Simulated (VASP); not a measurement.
TiO$_{2}$: Born-charge calculation (part 2 of 3)

TiO$_{2}$ (P4₂/mnm, 6 atoms in the cell); Kohn-Sham DFT of a periodic cell, LDA, VASP PAW LDA potentials, minimal, no spin polarisation (VASP 6.6.1); cutoff 600 eV, 6×6×10 k-mesh, Gaussian smearing of 0.02 eV. The structure derives from an entry of the Crystallography Open Database.

Geometry of the input (Å; fractional positions):
```
4.5521  -0.0000  0.0000
-0.0000  4.5521  0.0000
0.0000  0.0000  2.9219
Ti 0.0000  0.0000  0.0000
Ti 0.5000  0.5000  0.5000
O  0.3039  0.3039  0.0000
O  0.1961  0.8038  0.5000
O  0.6962  0.6962  0.0000
O  0.8038  0.1961  0.5000
```

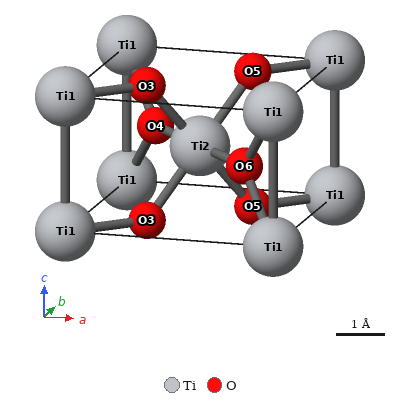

Figure 1. The structure (ball-and-stick view of the cell of the calculation, seen slightly off an axis; atoms are numbered from 1 in the order of the input).

Parts of OUTCAR, continued
```
  energy without entropy =       -1.20248055

------------------------ aborting loop because EDIFF is reached ----------------------------------------

--------------------------------------- Ionic step        2  -------------------------------------------

------------------------ aborting loop because EDIFF is reached ----------------------------------------

--------------------------------------- Ionic step        3  -------------------------------------------

------------------------ aborting loop because EDIFF is reached ----------------------------------------

 PIEZOELECTRIC TENSOR FIELD DIRECTION 3  (e Angst)
 -----------------------------------------------------------------------------
    -0.00264  0.00000  0.00000           (  0.00003  0.00000  0.00000)
    -0.00000 -0.00264  0.00000           (  0.00000  0.00003  0.00000)
     0.00000  0.00000  0.00326           (  0.00000  0.00000 -0.00011)

 PIEZOELECTRIC TENSOR FIELD DIRECTION 3  (C/m^2)
 -----------------------------------------------------------------------------
    -0.00070  0.00000  0.00000
    -0.00000 -0.00070  0.00000
     0.00000  0.00000  0.00086

[... ionic steps 4 to 9 ...]

--------------------------------------- Ionic step       10  -------------------------------------------

------------------------ aborting loop because EDIFF is reached ----------------------------------------

[... ionic steps 11 to 11 ...]

--------------------------------------- Ionic step       12  -------------------------------------------

 Free energy of the ion-electron system (eV)
  ---------------------------------------------------
  ---------------------------------------------------
  free energy    TOTEN  =        -0.35722550 eV

  energy without entropy =       -0.35722550

------------------------ aborting loop because EDIFF is reached ----------------------------------------

 INTERNAL STRAIN TENSOR  FOR ION    3  DIRECTION 3   (eV/Angst):
 -----------------------------------------------------------------------------
    -0.00547 -0.00946  6.74397
    -0.00946 -0.00547  6.74397
     7.83896  7.83896  0.00747

 MACROSCOPIC STATIC DIELECTRIC TENSOR (including local field effects in DFT)
 ------------------------------------------------------
           7.992352    -0.000000     0.000000
          -0.000000     7.992352     0.000000
           0.000000     0.000000     9.506200
 ------------------------------------------------------

 PIEZOELECTRIC TENSOR (including local field effects)  for field in x, y, z        (e  Angst)
          XX          YY          ZZ          XY          YZ          ZX
  --------------------------------------------------------------------------------
  x     0.00000     0.00000     0.00000     0.00000     0.00000     0.00000
  y     0.00000     0.00000     0.00000     0.00000     0.00000     0.00000
  z     0.00000     0.00000     0.00000     0.00000     0.00000     0.00000

 PIEZOELECTRIC TENSOR (including local field effects)  for field in x, y, z        (C/m^2)
          XX          YY          ZZ          XY          YZ          ZX
  --------------------------------------------------------------------------------
  x     0.00000     0.00000     0.00000     0.00000     0.00000     0.00000
  y     0.00000     0.00000     0.00000     0.00000     0.00000     0.00000
  z     0.00000     0.00000     0.00000     0.00000     0.00000     0.00000

 BORN EFFECTIVE CHARGES (including local field effects) (in |e|, cummulative output)
 ---------------------------------------------------------------------------------
 ion    1
    1     6.57340     1.08724     0.00000
    2     1.08724     6.57340     0.00000
    3     0.00000     0.00000     7.99749
 ion    2
    1     6.57340    -1.08724     0.00000
    2    -1.08724     6.57340     0.00000
    3     0.00000     0.00000     7.99749
 ion    3
    1    -3.28670    -1.93469     0.00000
    2    -1.93469    -3.28670     0.00000
    3     0.00000     0.00000    -3.99874
 ion    4
    1    -3.28670     1.93469     0.00000
    2     1.93469    -3.28670     0.00000
    3     0.00000     0.00000    -3.99874
 ion    5
    1    -3.28670    -1.93469     0.00000
    2    -1.93469    -3.28670     0.00000
    3     0.00000     0.00000    -3.99874
 ion    6
    1    -3.28670     1.93469     0.00000
    2     1.93469    -3.28670     0.00000
    3     0.00000     0.00000    -3.99874

 INTERNAL STRAIN TENSOR FOR ION    6 for displacements in x,y,z  (eV/Angst):
          X           Y           Z          XY          YZ          ZX
  --------------------------------------------------------------------------------
  x     3.96949     1.50897     6.27953     2.10788     0.00000     0.00000
  y    -1.50897    -3.96949    -6.27953    -2.08164     0.00000     0.00000
  z     0.00000     0.00000     0.00000     0.00000    -7.83896     6.74397

 SECOND DERIVATIVES (NOT SYMMETRIZED)
 ------------------------------------
               1X          1Y          1Z          2X          2Y          2Z          3X          3Y          3Z          4X          4Y          4Z          5X          5Y          5Z          6X          6Y          6Z
  1X   -19.146832    4.702659    0.000000   15.222437    0.006267    0.000000   -0.419151    0.045754    0.000000    2.381349   -2.400217    0.000000   -0.419151    0.045754    0.000000    2.381349   -2.400217    0.000000
  1Y     4.702659  -19.146832    0.000000    0.006267   15.222437    0.000000    0.045754   -0.419151    0.000000   -2.400217    2.381349    0.000000    0.045754   -0.419151    0.000000   -2.400217    2.381349    0.000000
  1Z     0.000000    0.000000   -4.058576    0.000000    0.000000    0.446197    0.000000    0.000000   -0.367151    0.000000    0.000000    2.173341    0.000000    0.000000   -0.367151    0.000000    0.000000    2.173341
  2X    15.222437   -0.006267    0.000000  -19.146832   -4.702659    0.000000    2.381349    2.400217    0.000000   -0.419151   -0.045754    0.000000    2.381349    2.400217    0.000000   -0.419151   -0.045754    0.000000
  2Y    -0.006267   15.222437    0.000000   -4.702659  -19.146832    0.000000    2.400217    2.381349    0.000000   -0.045754   -0.419151    0.000000    2.400217    2.381349    0.000000   -0.045754   -0.419151    0.000000
  2Z     0.000000    0.000000    0.446197    0.000000    0.000000   -4.058576    0.000000    0.000000    2.173341    0.000000    0.000000   -0.367151    0.000000    0.000000    2.173341    0.000000    0.000000   -0.367151
  3X    -0.403697    0.046186    0.000000    2.374648    2.391856    0.000000  -13.114791   -8.156180    0.000000   -0.886504    1.133010    0.000000    6.118440    5.717558    0.000000    5.911904   -1.132430    0.000000
  3Y     0.046186   -0.403697    0.000000    2.391856    2.374648    0.000000   -8.156180  -13.114791    0.000000   -1.132430    5.911904    0.000000    5.717558    6.118440    0.000000    1.133010   -0.886504    0.000000
  3Z     0.000000    0.000000   -0.367063    0.000000    0.000000    2.168656    0.000000    0.000000   -9.873508    0.000000    0.000000    2.101063    0.000000    0.000000    3.869788    0.000000    0.000000    2.101063
  4X     2.374648   -2.391856    0.000000   -0.403697   -0.046186    0.000000   -0.886504   -1.133010    0.000000  -13.114791    8.156180    0.000000    5.911904    1.132430    0.000000    6.118440   -5.717558    0.000000
  4Y    -2.391856    2.374648    0.000000   -0.046186   -0.403697    0.000000    1.132430    5.911904    0.000000    8.156180  -13.114791    0.000000   -1.133010   -0.886504    0.000000   -5.717558    6.118440    0.000000
  4Z     0.000000    0.000000    2.168656    0.000000    0.000000   -0.367063    0.000000    0.000000    2.101063    0.000000    0.000000   -9.873508    0.000000    0.000000    2.101063    0.000000    0.000000    3.869788
  5X    -0.403697    0.046186    0.000000    2.374648    2.391856    0.000000    6.118440    5.717558    0.000000    5.911904   -1.132430    0.000000  -13.114791   -8.156180    0.000000   -0.886504    1.133010    0.000000
  5Y     0.046186   -0.403697    0.000000    2.391856    2.374648    0.000000    5.717558    6.118440    0.000000    1.133010   -0.886504    0.000000   -8.156180  -13.114791    0.000000   -1.132430    5.911904    0.000000
  5Z     0.000000    0.000000   -0.367063    0.000000    0.000000    2.168656    0.000000    0.000000    3.869788    0.000000    0.000000    2.101063    0.000000    0.000000   -9.873508    0.000000    0.000000    2.101063
  6X     2.374648   -2.391856    0.000000   -0.403697   -0.046186    0.000000    5.911904    1.132430    0.000000    6.118440   -5.717558    0.000000   -0.886504   -1.133010    0.000000  -13.114791    8.156180    0.000000
  6Y    -2.391856    2.374648    0.000000   -0.046186   -0.403697    0.000000   -1.133010   -0.886504    0.000000   -5.717558    6.118440    0.000000    1.132430    5.911904    0.000000    8.156180  -13.114791    0.000000
  6Z     0.000000    0.000000    2.168656    0.000000    0.000000   -0.367063    0.000000    0.000000    2.101063    0.000000    0.000000    3.869788    0.000000    0.000000    2.101063    0.000000    0.000000   -9.873508

 Eigenvectors and eigenvalues of the dynamical matrix
 ----------------------------------------------------

   1 f  =   25.380299 THz   159.469124 2PiTHz  846.595661 cm-1   104.964437 meV
             X         Y         Z           dx          dy          dz
      0.000000  0.000000  0.000000     0.000000   -0.000000    0.000000
      2.276060  2.276060  1.460935    -0.000000   -0.000000   -0.000000
      1.383162  1.383162  0.000000     0.353553    0.353553    0.000000
      0.892898  3.659222  1.460935     0.353553   -0.353553   -0.000000
      3.168958  3.168958  0.000000    -0.353553   -0.353553    0.000000
      3.659222  0.892898  1.460935    -0.353553    0.353553   -0.000000

   2 f  =   19.164000 THz   120.410961 2PiTHz  639.242219 cm-1    79.255898 meV
             X         Y         Z           dx          dy          dz
      0.000000  0.000000  0.000000     0.000000   -0.000000    0.000000
      2.276060  2.276060  1.460935     0.000000    0.000000   -0.000000
      1.383162  1.383162  0.000000     0.353553    0.353553    0.000000
      0.892898  3.659222  1.460935    -0.353553    0.353553    0.000000
      3.168958  3.168958  0.000000    -0.353553   -0.353553   -0.000000
      3.659222  0.892898  1.460935     0.353553   -0.353553   -0.000000

   3 f  =   15.325694 THz    96.294177 2PiTHz  511.210135 cm-1    63.381950 meV
             X         Y         Z           dx          dy          dz
      0.000000  0.000000  0.000000    -0.367260   -0.013606    0.000000
      2.276060  2.276060  1.460935     0.461081    0.279107   -0.000000
      1.383162  1.383162  0.000000    -0.378928   -0.234351   -0.000000
      0.892898  3.659222  1.460935     0.297807    0.004788    0.000000
      3.168958  3.168958  0.000000    -0.378928   -0.234351    0.000000
      3.659222  0.892898  1.460935     0.297807    0.004788   -0.000000

   4 f  =   15.325694 THz    96.294177 2PiTHz  511.210135 cm-1    63.381950 meV
             X         Y         Z           dx          dy          dz
      0.000000  0.000000  0.000000     0.279107   -0.461081   -0.000000
      2.276060  2.276060  1.460935    -0.013606    0.367260   -0.000000
      1.383162  1.383162  0.000000     0.004788   -0.297807    0.000000
      0.892898  3.659222  1.460935    -0.234351    0.378928   -0.000000
      3.168958  3.168958  0.000000     0.004788   -0.297807   -0.000000
      3.659222  0.892898  1.460935    -0.234351    0.378928    0.000000

   5 f  =   14.488926 THz    91.036604 2PiTHz  483.298536 cm-1    59.921355 meV
             X         Y         Z           dx          dy          dz
      0.000000  0.000000  0.000000    -0.000000    0.000000   -0.000000
      2.276060  2.276060  1.460935     0.000000   -0.000000    0.000000
      1.383162  1.383162  0.000000    -0.000000    0.000000    0.707105
      0.892898  3.659222  1.460935     0.000000   -0.000000    0.001389
      3.168958  3.168958  0.000000    -0.000000   -0.000000   -0.707105
      3.659222  0.892898  1.460935     0.000000   -0.000000   -0.001389

   6 f  =   14.488926 THz    91.036604 2PiTHz  483.298536 cm-1    59.921355 meV
             X         Y         Z           dx          dy          dz
      0.000000  0.000000  0.000000     0.000000   -0.000000   -0.000000
      2.276060  2.276060  1.460935    -0.000000    0.000000    0.000000
      1.383162  1.383162  0.000000     0.000000   -0.000000   -0.001389
      0.892898  3.659222  1.460935     0.000000    0.000000    0.707105
      3.168958  3.168958  0.000000    -0.000000   -0.000000    0.001389
      3.659222  0.892898  1.460935    -0.000000   -0.000000   -0.707105

   7 f  =   12.769736 THz    80.234618 2PiTHz  425.952544 cm-1    52.811361 meV
             X         Y         Z           dx          dy          dz
      0.000000  0.000000  0.000000     0.000000    0.000000   -0.156056
      2.276060  2.276060  1.460935    -0.000000   -0.000000    0.156056
      1.383162  1.383162  0.000000    -0.000000    0.000000   -0.487671
      0.892898  3.659222  1.460935     0.000000   -0.000000    0.487671
      3.168958  3.168958  0.000000    -0.000000   -0.000000   -0.487671
      3.659222  0.892898  1.460935     0.000000    0.000000    0.487671

   8 f  =   12.292577 THz    77.236538 2PiTHz  410.036225 cm-1    50.837990 meV
             X         Y         Z           dx          dy          dz
      0.000000  0.000000  0.000000     0.000000   -0.000000    0.000000
      2.276060  2.276060  1.460935    -0.000000    0.000000    0.000000
      1.383162  1.383162  0.000000    -0.353553    0.353553   -0.000000
      0.892898  3.659222  1.460935    -0.353553   -0.353553    0.000000
      3.168958  3.168958  0.000000     0.353553   -0.353553    0.000000
      3.659222  0.892898  1.460935     0.353553    0.353553   -0.000000

   9 f  =   12.022935 THz    75.542329 2PiTHz  401.041944 cm-1    49.722842 meV
             X         Y         Z           dx          dy          dz
      0.000000  0.000000  0.000000    -0.306284    0.429749    0.000000
      2.276060  2.276060  1.460935     0.324301   -0.442770   -0.000000
      1.383162  1.383162  0.000000     0.182052   -0.257013   -0.000000
      0.892898  3.659222  1.460935    -0.197527    0.268197    0.000000
      3.168958  3.168958  0.000000     0.182052   -0.257013    0.000000
      3.659222  0.892898  1.460935    -0.197527    0.268197   -0.000000

  10 f  =   12.022935 THz    75.542329 2PiTHz  401.041944 cm-1    49.722842 meV
             X         Y         Z           dx          dy          dz
      0.000000  0.000000  0.000000     0.442770    0.324301    0.000000
      2.276060  2.276060  1.460935    -0.429749   -0.306284    0.000000
      1.383162  1.383162  0.000000    -0.268197   -0.197527    0.000000
      0.892898  3.659222  1.460935     0.257013    0.182052   -0.000000
      3.168958  3.168958  0.000000    -0.268197   -0.197527    0.000000
      3.659222  0.892898  1.460935     0.257013    0.182052   -0.000000

  11 f  =    6.779271 THz    42.595414 2PiTHz  226.132128 cm-1    28.036798 meV
             X         Y         Z           dx          dy          dz
      0.000000  0.000000  0.000000     0.000000    0.000000   -0.447891
      2.276060  2.276060  1.460935    -0.000000    0.000000   -0.447891
      1.383162  1.383162  0.000000    -0.000000   -0.000000    0.386907
      0.892898  3.659222  1.460935    -0.000000   -0.000000    0.386907
      3.168958  3.168958  0.000000    -0.000000    0.000000    0.386907
      3.659222  0.892898  1.460935    -0.000000    0.000000    0.386907

  12 f  =    5.456947 THz    34.287011 2PiTHz  182.024168 cm-1    22.568110 meV
             X         Y         Z           dx          dy          dz
      0.000000  0.000000  0.000000     0.413251    0.366829    0.000000
      2.276060  2.276060  1.460935     0.249281    0.161024    0.000000
      1.383162  1.383162  0.000000    -0.208430   -0.129670   -0.000000
      0.892898  3.659222  1.460935    -0.367196   -0.328944   -0.000000
      3.168958  3.168958  0.000000    -0.208430   -0.129670    0.000000
      3.659222  0.892898  1.460935    -0.367196   -0.328944    0.000000

  13 f  =    5.456947 THz    34.287011 2PiTHz  182.024168 cm-1    22.568110 meV
             X         Y         Z           dx          dy          dz
      0.000000  0.000000  0.000000     0.161024   -0.249281   -0.000000
      2.276060  2.276060  1.460935     0.366829   -0.413251    0.000000
      1.383162  1.383162  0.000000    -0.328944    0.367196    0.000000
      0.892898  3.659222  1.460935    -0.129670    0.208430   -0.000000
      3.168958  3.168958  0.000000    -0.328944    0.367196    0.000000
      3.659222  0.892898  1.460935    -0.129670    0.208430   -0.000000

  14 f  =    3.977753 THz    24.992957 2PiTHz  132.683548 cm-1    16.450656 meV
             X         Y         Z           dx          dy          dz
      0.000000  0.000000  0.000000     0.000000   -0.000000    0.689671
      2.276060  2.276060  1.460935     0.000000   -0.000000   -0.689671
      1.383162  1.383162  0.000000     0.000000   -0.000000   -0.110348
      0.892898  3.659222  1.460935    -0.000000   -0.000000    0.110348
      3.168958  3.168958  0.000000    -0.000000    0.000000   -0.110348
      3.659222  0.892898  1.460935     0.000000    0.000000    0.110348

  15 f  =    3.553191 THz    22.325360 2PiTHz  118.521708 cm-1    14.694812 meV
             X         Y         Z           dx          dy          dz
      0.000000  0.000000  0.000000    -0.000000    0.000000    0.000000
      2.276060  2.276060  1.460935    -0.000000    0.000000   -0.000000
      1.383162  1.383162  0.000000    -0.353553    0.353553   -0.000000
      0.892898  3.659222  1.460935     0.353553    0.353553    0.000000
      3.168958  3.168958  0.000000     0.353553   -0.353553    0.000000
      3.659222  0.892898  1.460935    -0.353553   -0.353553    0.000000

  16 f/i=    0.004233 THz     0.026598 2PiTHz    0.141206 cm-1     0.017507 meV
             X         Y         Z           dx          dy          dz
      0.000000  0.000000  0.000000    -0.000000    0.000000   -0.547169
      2.276060  2.276060  1.460935    -0.000000    0.000000   -0.547169
      1.383162  1.383162  0.000000    -0.000000    0.000000   -0.316707
      0.892898  3.659222  1.460935    -0.000000    0.000000   -0.316707
      3.168958  3.168958  0.000000    -0.000000    0.000000   -0.316707
      3.659222  0.892898  1.460935    -0.000000    0.000000   -0.316707
```
